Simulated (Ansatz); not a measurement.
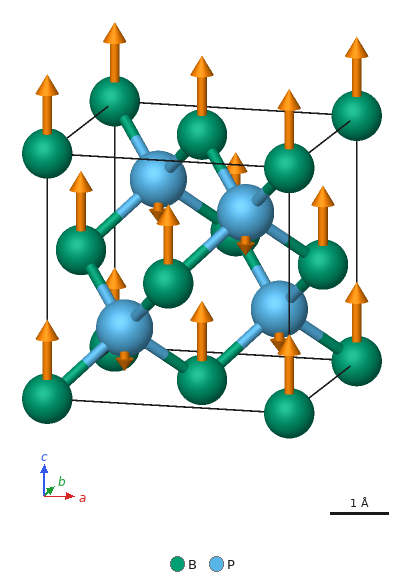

The lowest optical mode of solid BP relaxed at 16 GPa, space group F-43m (No. 216), at the zone centre. The orange arrows are the displacements of the atoms (eigenvector over the root of the mass), of arbitrary overall length and sign. A ball-and-stick model of the conventional cell (4 times the calculation's cell), seen slightly off an axis. Lengths and directions refer to the drawn axes.

Theory: Ansatz, DFT LDA, scalar-relativistic, plane waves, PAW. Settings: plane-wave cutoff 420 eV; k-point mesh 10 × 10 × 10; occupations fixed; target pressure 16 GPa; no spin polarisation.

Frequencies are those without the non-analytic (LO–TO) term.

Question: Is the structure stable against all modes at this point?

Answer: Yes: this softest mode has a real frequency, and so have all others here. That speaks for this wave vector alone: the rest of the zone wasn't checked in this run. This is the T₂ mode (triply degenerate; one member of the set is drawn) at 888 cm⁻¹, the only optical level, infrared- and Raman-active by symmetry. The B sublattice moves against the P sublattice, along c; the kinetic energy is shared as B 74 %, P 26 %. Its infrared intensity is 7 (D/Å)²/amu for the set. The value is the transverse one; the longitudinal partner lies at 902 cm⁻¹.
